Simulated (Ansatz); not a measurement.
## Run report: Al$_{2}$Cu, geometry relaxation (part 2 of 2)

Continued. System: Al$_{2}$Cu (P1, 3 atoms in the cell). Method: DFT PBEsol, scalar-relativistic, plane waves, PAW, no spin polarisation (Ansatz 0.2.0); cutoff 420 eV, 6×6×8 k-mesh, Gaussian smearing of 0.1 eV. The structure derives from a Materials Project entry. It belongs to a series of runs on one base structure; here: cure: more steps.

Geometry of the input (Å; fractional positions):
```
4.1052  0.0000  0.0000
0.0000  4.1052  0.0000
0.0000  0.0000  2.8913
Al 0.5166  0.0136  0.5051
Al 0.0062  0.5144  0.4969
Cu -0.0110  -0.0260  0.0572
```

The program's output, continued:
```
SCF iter   1: F=—  HF=-7637.957761 eV  |F-HF|=—  |Δ(HF+E_count)|=         —  Δρ=7.07e-5  dr2=1.91e-6  ethr=1.03e-8  ⟨swp⟩=3.1  Hψ=14974  notcnv=0
preconditioner: auto → Kerker (q_TF=auto, 2.451 Å⁻¹)  [metal: Δε(μ)=0.027 eV  Ē_g=8.301 eV  σ=0.100 eV  W_gap=0.15  n_scr=10 (ndim 8)  ℏωp=22.2 eV  f_vac=0.000  D(μ)=0.89/eV (n_scr^D=4)]
SCF iter   2: F=—  HF=-7637.957769 eV  |F-HF|=—  |Δ(HF+E_count)|=   7.55e-6  Δρ=3.24e-5  dr2=4.99e-7  ethr=7.65e-9  ⟨swp⟩=2.2  Hψ=3794  notcnv=0
SCF iter   3: F=—  HF=-7637.957769 eV  |F-HF|=—  |Δ(HF+E_count)|=   1.15e-7  Δρ=2.10e-5  dr2=1.68e-7  ethr=2.00e-9  ⟨swp⟩=2.4  Hψ=3633  notcnv=0
iter 4 did not close the SCF: its close was put off for the readings that it lacked (scf_convergence_deferred on its scf_iter line)
SCF iter   4: F=-7637.957769 eV  HF=-7637.957769 eV  |F-HF|=2.81e-9  |Δ(HF+E_count)|=   4.20e-8  Δρ=4.01e-6  dr2=5.79e-9  ethr=6.71e-10  ⟨swp⟩=2.2  Hψ=3627  notcnv=0
iter 5 did not close the SCF: its close was put off for the readings that it lacked (scf_convergence_deferred on its scf_iter line)
SCF iter   5: F=-7637.957769 eV  HF=-7637.957769 eV  |F-HF|=1.68e-10  |Δ(HF+E_count)|=  9.74e-10  Δρ=5.41e-7  dr2=1.66e-10  ethr=2.32e-11  ⟨swp⟩=2.0  Hψ=3065  notcnv=0
SCF iter   6: F=-7637.957769 eV  HF=-7637.957769 eV  |F-HF|=1.82e-12  |Δ(HF+E_count)|=  4.37e-11  Δρ=2.15e-7  dr2=2.56e-11  ethr=1.00e-12  ⟨swp⟩=1.5  Hψ=7685  notcnv=0
SCF 6 converged in 6 iterations: F = -7637.957769 eV  dr2 = 2.56e-11
relax step   6: F+E_penalty+E_count = -7637.95776868 eV  Δ(F+E_penalty+E_count) = -9.177e-6 eV  max|allowed force component| = 1.986e-5 eV/Å  Δτ_max = 0.0001 Å  P = -0.004 GPa  Ω = 47.530 Å³  energy of the carried Pulay correction = +4.602e-4 eV  (6 SCF iters, dr2 threshold 1.34e-8 eV, accepted)
Initial wavefunctions: pseudopotential atomic-orbital guess (no wavefunctions were taken with the density)
iter 1 solved again at ethr=4.02e-8 eV; its pass at ethr=3.10e-3 eV (dr2=1.00e-5 eV) is discarded
SCF iter   1: F=—  HF=-7637.957416 eV  |F-HF|=—  |Δ(HF+E_count)|=         —  Δρ=1.01e-4  dr2=1.69e-7  ethr=4.02e-8  ⟨swp⟩=3.1  Hψ=19387  notcnv=0
preconditioner: auto → Kerker (q_TF=auto, 2.451 Å⁻¹)  [metal: Δε(μ)=0.027 eV  Ē_g=8.300 eV  σ=0.100 eV  W_gap=0.15  n_scr=10 (ndim 8)  ℏωp=22.2 eV  f_vac=0.000  D(μ)=0.89/eV (n_scr^D=4)]
SCF iter   2: F=—  HF=-7637.957426 eV  |F-HF|=—  |Δ(HF+E_count)|=   9.75e-6  Δρ=5.30e-5  dr2=1.19e-7  ethr=6.74e-10  ⟨swp⟩=2.0  Hψ=3782  notcnv=0
SCF iter   3: F=—  HF=-7637.957426 eV  |F-HF|=—  |Δ(HF+E_count)|=   6.48e-8  Δρ=1.58e-5  dr2=6.67e-9  ethr=4.78e-10  ⟨swp⟩=1.1  Hψ=2560  notcnv=0
SCF iter   4: F=—  HF=-7637.957426 eV  |F-HF|=—  |Δ(HF+E_count)|=   4.86e-9  Δρ=7.86e-7  dr2=1.66e-10  ethr=2.67e-11  ⟨swp⟩=2.5  Hψ=4307  notcnv=0
SCF iter   5: F=—  HF=-7637.957426 eV  |F-HF|=—  |Δ(HF+E_count)|=  2.02e-10  Δρ=3.75e-7  dr2=2.47e-11  ethr=1.00e-12  ⟨swp⟩=2.7  Hψ=4472  notcnv=0
SCF iter   6: F=-7637.957426 eV  HF=-7637.957426 eV  |F-HF|=0.00e0  |Δ(HF+E_count)|=  1.82e-12  Δρ=4.47e-8  dr2=1.16e-12  ethr=1.00e-12  ⟨swp⟩=5.0  Hψ=9539  notcnv=0
SCF 7 converged in 6 iterations: F = -7637.957426 eV  dr2 = 1.16e-12
relax step   7: F+E_penalty+E_count = -7637.95742608 eV  Δ(F+E_penalty+E_count) = +3.426e-4 eV  max|allowed force component| = 1.979e-5 eV/Å  Δτ_max = 0.0000 Å  P = -0.010 GPa  Ω = 47.530 Å³  stress off target by 2.67e-2 GPa  SCF on the basis re-selected at this cell (its energy is not comparable with the rows above)  (6 SCF iters)
```

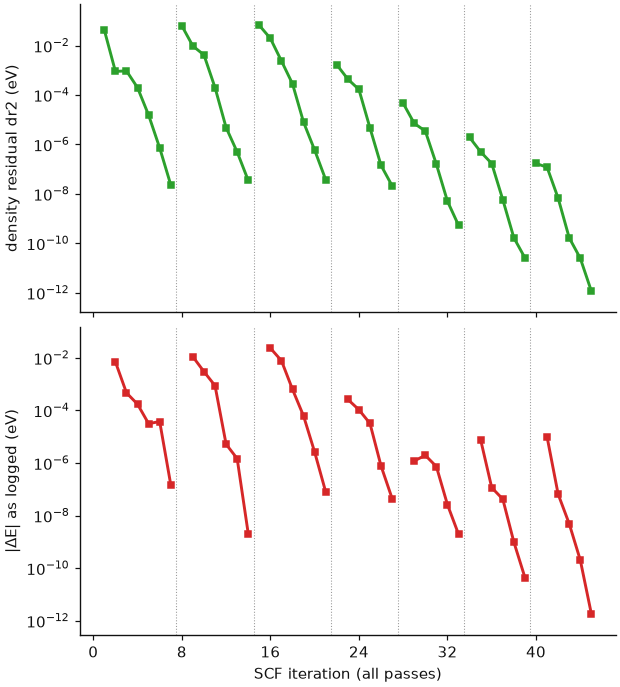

Convergence of the self-consistent field: density residual dr2 and size of the energy change against the SCF iteration. The dotted lines part the SCF passes of the relaxation: geometry steps, rejected trials and re-solves on a re-selected basis. The 7 passes take 6 to 7 iterations each, 45 in all.

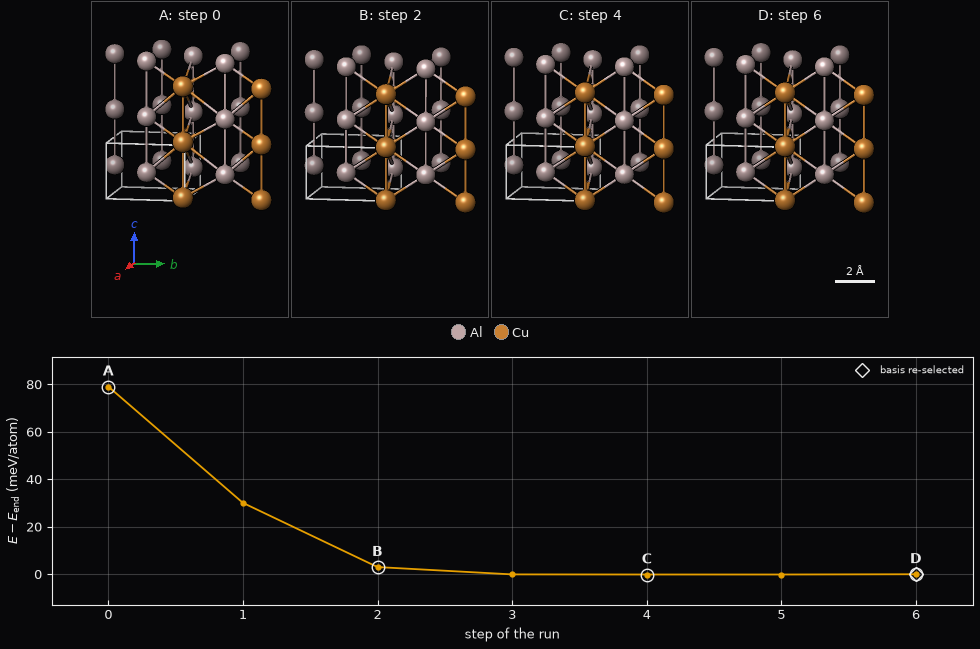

Frames of the relaxation (ball-and-stick view of the cell of the calculation, repeated 1 × 2 × 3, seen slightly off an axis) above the curves, on which the letters mark them (the first geometry is step 0 here and step 1 in the log).

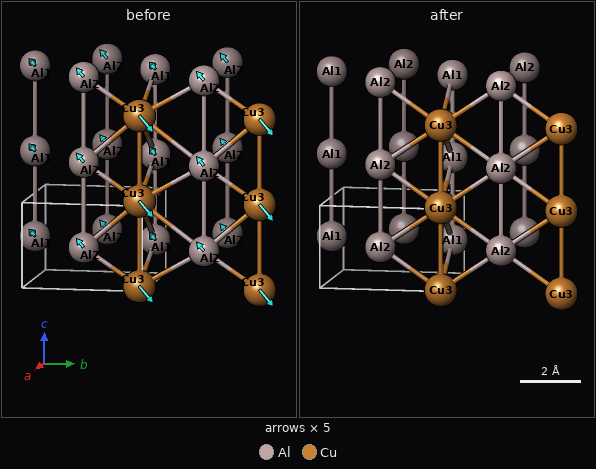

Before (left) and after (right) the relaxation, at one scale (ball-and-stick view of the cell of the calculation, repeated 1 × 2 × 3, seen slightly off an axis). The teal arrows give the displacements (without the part carried along by the change of the cell), magnified 5 times. Over 5 geometry steps the energy falls by 79.2 meV per atom. The largest force component goes from 1.2 to under 0.0001 eV/Å. The pressure goes from 0.15 to −0.01 GPa. Cu3 moves most relative to the cell: 0.16 Å. Largest moves by element: Cu 0.16 Å, Al 0.09 Å. The volume changes by −2.5 %, with a = b 4.105 → 4.124 Å (+0.5 %), c 2.891 → 2.795 Å (−3.3 %). Among the contacts that change: Al2–Cu3 2.748 → 2.491 Å, Al1–Cu3 2.696 → 2.491 Å, Al1–Al1 2.891 → 2.795 Å, Cu3–Cu3 2.891 → 2.795 Å. Among the angles that change: Cu3–Al1–Cu3 168.7° → 180.0°, Cu3–Al2–Cu3 103.2° → 111.7°, Cu3–Al1–Cu3 172.1° → 180.0°. The space group (tolerance 0.01 Å) goes from P1 (No. 1) to P4/mmm (No. 123). A last SCF at the same geometry on a re-selected plane-wave basis shifts the energy by +0.1 meV per atom. (Atoms are counted from 1 in the order of the input.)

```
basis re-selected at this cell: Δ(F+E_penalty+E_count) = +3.426e-4 eV, ΔP = -0.006 GPa vs the last step (what re-selecting the basis moved, of the pressure what is left beyond the Pulay correction that the steps carried, after the strain that the cell walked since its last selection, with what the two solves' SCF thresholds leave and, on support functions, any second-order correction that the steps lacked; it is no measure of the basis error at this ecutwfc). This SCF's stress stands 2.67e-2 GPa from its target on what of the cell is left free (relax.cell.stress_tol is 5.00e-2 GPa) and its largest allowed force component is 1.98e-5 eV/Å (relax.f_tol is 5.00e-3 eV/Å): within both
SCF converged after 6 iterations
Free energy (F): -7637.957426 eV
Harris-Foulkes:  -7637.957426 eV  (|F-HF|=0.00e0)
Internal energy: -7637.952973 eV  (E = F + TS)
E sigma→0 (E₀):  -7637.955200 eV
Entropy (-TS):   -0.004453 eV (-1.484 meV/atom)
Fermi energy:    9.693939 eV
--- Per-component energies (eV) ---
  E_band       = -493.549326
  E_kinetic    = 346.420490
  E_local      = -6187.310180  (includes V_loc(G=0)·N_el)
  E_nonlocal   = 407.227984
  E_hartree    = 2782.079689
  E_xc         = -168.682924
  E_vxc        = -174.889257  (∫ρ·V_xc dr)
  E_paw        = -2531.678530  (= ΣΔE_a)
  E_vpaw       = -449.158000  (= ΣTr[D̂ρ^β])
  E_aug_tail   = 0.000236  (compensation charges beyond the density's cutoff)
  E_ewald      = -2286.254218
  E_core_change = 0.244480  (= ΣΔE_core)
  E_smearing   = -0.004453  (= −TS)
  E_closure    = -0.000000  (closes the sum)
  Σ components = -7637.957426   (vs F -7637.957426, Δ=0.00e0)
--- Forces (eV/Å), atoms counted from 1 ---
  atom   1  Al    -0.00000709     0.00001977     0.00000462
  atom   2  Al     0.00001411    -0.00001521     0.00000758
  atom   3  Cu    -0.00000721    -0.00000460    -0.00001272
  max |Σ_I F_I| component: 5.12e-7 eV/Å
--- Stress (GPa, compression-positive) ---
       -0.002014      -0.001688      -0.000504
       -0.001688      -0.001702      -0.000857
       -0.000504      -0.000857      -0.026688
  P = ⅓ Tr σ = -0.0101 GPa (-0.101 kbar)
--- Band table (eV; the first three rows and the last of 148) ---
  k-point 0: bands = ["-104.2726", "-61.7857", "-61.7857", "-61.7658", "-1.1686", "3.9371", "4.4772", "5.2026", "5.4862", "5.4862", "6.9419", "6.9426", "9.2756", "10.2608", "15.3961", "15.3990", "16.4195"]
  k-point 1: bands = ["-104.2724", "-61.7855", "-61.7855", "-61.7687", "-0.8650", "4.0447", "4.6008", "5.1972", "5.1973", "5.2343", "7.4695", "7.4701", "9.4391", "10.4553", "13.2768", "15.6698", "15.6727"]
  k-point 2: bands = ["-104.2719", "-61.7849", "-61.7849", "-61.7756", "0.0330", "4.3081", "4.7745", "4.7746", "4.8588", "5.3111", "8.6338", "8.6345", "9.9431", "9.9648", "11.0926", "16.3332", "16.3359"]
  k-point 147: bands = ["-104.2714", "-61.7853", "-61.7842", "-61.7842", "3.8935", "3.8938", "5.1838", "5.2097", "5.5462", "6.1146", "7.1941", "7.1950", "8.8239", "8.9305", "9.7270", "9.7281", "11.9547"]
--- Relaxed structure (6 steps of the walk, 6 accepted, 1 SCFs on fresh bases) ---
  F+E_penalty+E_count = -7637.95742608 eV   max|allowed force component| = 1.979e-5 eV/Å   (the final SCF, on the basis selected at the relaxed cell)
  cell:  # Å, volume = 47.5304 Å³
    - [4.123811277794337, 0.00017983498337392946, 1.3606816582144508e-5]
    - [0.00017983498337392946, 4.123803737968392, 2.313190961287127e-5]
    - [9.583391350875547e-6, 1.6291991677474876e-5, 2.79495320133514]
  atoms:
    - { symbol: Al, position: [0.5039716890840048, 0.0006686221138481672, 0.5197435624960199] }
    - { symbol: Al, position: [0.003969655525918227, 0.5006714116022011, 0.519743248585784] }
    - { symbol: Cu, position: [0.003972046090077008, 0.0006717186839505835, 0.019744165618195964] }
```

Trajectory as extended XYZ (Å, eV, eV/Å), 7 frames, from step=1 to step=7:
```
3
Lattice="4.1052 0.0000 0.0000 0.0000 4.1052 0.0000 0.0000 0.0000 2.8913" Properties=species:S:1:pos:R:3:forces:R:3 step=1 energy=-7637.72017 pressure_GPa=0.15
Al    2.1209    0.0559    1.4603   -0.8829   0.0522   0.4386
Al    0.0255    2.1118    1.4367    0.1271  -1.2338   0.5885
Cu   -0.0450   -0.1068    0.1655    0.7558   1.1816  -1.0271
3
Lattice="4.0952 0.0081 0.0147 0.0081 4.0861 0.0204 0.0103 0.0143 2.8317" Properties=species:S:1:pos:R:3:forces:R:3 step=2 energy=-7637.86720 pressure_GPa=1.22
Al    2.0824    0.0794    1.4516   -0.4055  -0.0779   0.3049
Al    0.0580    2.0670    1.4392   -0.0165  -0.6280   0.4010
Cu   -0.0290   -0.0758    0.1264    0.4221   0.7059  -0.7058
3
Lattice="4.1648 0.0123 0.0039 0.0123 4.1661 0.0068 0.0027 0.0048 2.7514" Properties=species:S:1:pos:R:3:forces:R:3 step=3 energy=-7637.94834 pressure_GPa=-0.14
Al    2.1009    0.0144    1.4328   -0.0071  -0.0032   0.0027
Al    0.0240    2.0882    1.4307    0.0010  -0.0142   0.0146
Cu    0.0162    0.0001    0.0563    0.0061   0.0174  -0.0174
3
Lattice="4.1281 -0.0035 -0.0016 -0.0035 4.1282 -0.0028 -0.0012 -0.0020 2.7912" Properties=species:S:1:pos:R:3:forces:R:3 step=4 energy=-7637.95763 pressure_GPa=-0.07
Al    2.0798    0.0001    1.4500    0.0010  -0.0004  -0.0002
Al    0.0140    2.0657    1.4492   -0.0001   0.0014   0.0002
Cu    0.0165    0.0027    0.0551   -0.0009  -0.0010   0.0000
3
Lattice="4.1225 -0.0016 0.0002 -0.0016 4.1225 0.0003 0.0001 0.0002 2.7962" Properties=species:S:1:pos:R:3:forces:R:3 step=5 energy=-7637.95776 pressure_GPa=0.01
Al    2.0777    0.0021    1.4534    0.0000  -0.0001  -0.0001
Al    0.0157    2.0641    1.4535   -0.0001   0.0001  -0.0002
Cu    0.0164    0.0027    0.0552    0.0000   0.0000   0.0002
3
Lattice="4.1238 0.0002 0.0000 0.0002 4.1238 0.0000 0.0000 0.0000 2.7950" Properties=species:S:1:pos:R:3:forces:R:3 step=6 energy=-7637.95777 pressure_GPa=-0.00
Al    2.0783    0.0029    1.4527    0.0000   0.0000   0.0000
Al    0.0165    2.0647    1.4527    0.0000   0.0000   0.0000
Cu    0.0164    0.0028    0.0552    0.0000   0.0000   0.0000
3
Lattice="4.1238 0.0002 0.0000 0.0002 4.1238 0.0000 0.0000 0.0000 2.7950" Properties=species:S:1:pos:R:3:forces:R:3 step=7 energy=-7637.95743 pressure_GPa=-0.01
Al    2.0783    0.0029    1.4527    0.0000   0.0000   0.0000
Al    0.0165    2.0647    1.4527    0.0000   0.0000   0.0000
Cu    0.0164    0.0028    0.0552    0.0000   0.0000   0.0000
```
